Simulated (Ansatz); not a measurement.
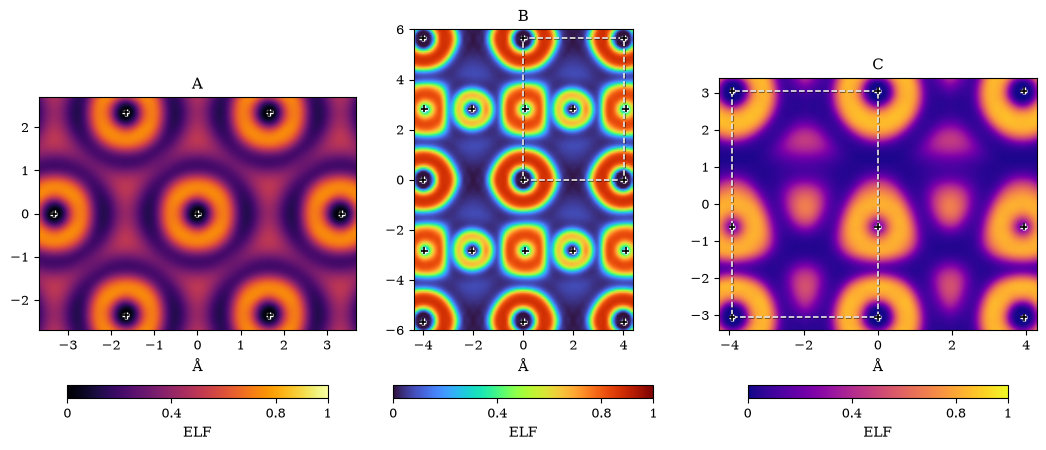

The ELF of 3 systems, each on a plane through atoms (crosses mark nuclei in the plane).

Computed with Ansatz, Kohn-Sham DFT of a periodic cell, PBE, Ansatz PAW.

System 1: La2O3, the (010) plane of the conventional cell. Space group P-3m1; a structure from a database of computed crystals, not necessarily the ambient phase.

System 2: BaTiO3, the (110) plane of the conventional cell. Space group P4mm; not relaxed (largest force 0.3 eV/Å); computed pressure about 2 GPa in this cell.

```xyz
5
Lattice="3.9998 0.0000 0.0000 0.0000 3.9998 0.0000 0.0000 0.0000 4.0180" Properties=species:S:1:pos:R:3 pbc="T T T"
Ba    0.0000    0.0000    0.0000
Ti    1.9999    1.9999    1.9688
O     0.0000    1.9999    2.0773
O     1.9999    0.0000    2.0773
O     1.9999    1.9999    0.0763
```

System 3: Ta, the (011̄) plane of the conventional cell. Space group Im-3m.

```
CELL_PARAMETERS angstrom
3.32443 0.00000 0.00000
0.00000 3.32443 0.00000
0.00000 0.00000 3.32443
ATOMIC_POSITIONS crystal
Ta 0.00000 0.00000 0.00000
Ta 0.50000 0.50000 0.50000
```

> Match each panel to its system.

Panel A is system 3, Ta: the plane holds Ta. Ta–Ta (2.88 Å): the ELF is about 0.30 at the midpoint; no shared electron pair shows on this line. Panel B is system 2, BaTiO3: the plane holds Ba, Ti and O. Ti–O (1.89 Å): the ELF peaks at about 0.80 in the valence shell of O, 0.6 Å from its nucleus, and is about 0.25 at the midpoint; no shared electron pair shows on this line. Panel C is system 1, La2O3: the plane holds La and O. La–O (2.44 Å): the ELF is about 0.25 at the midpoint (a largely ionic contact).
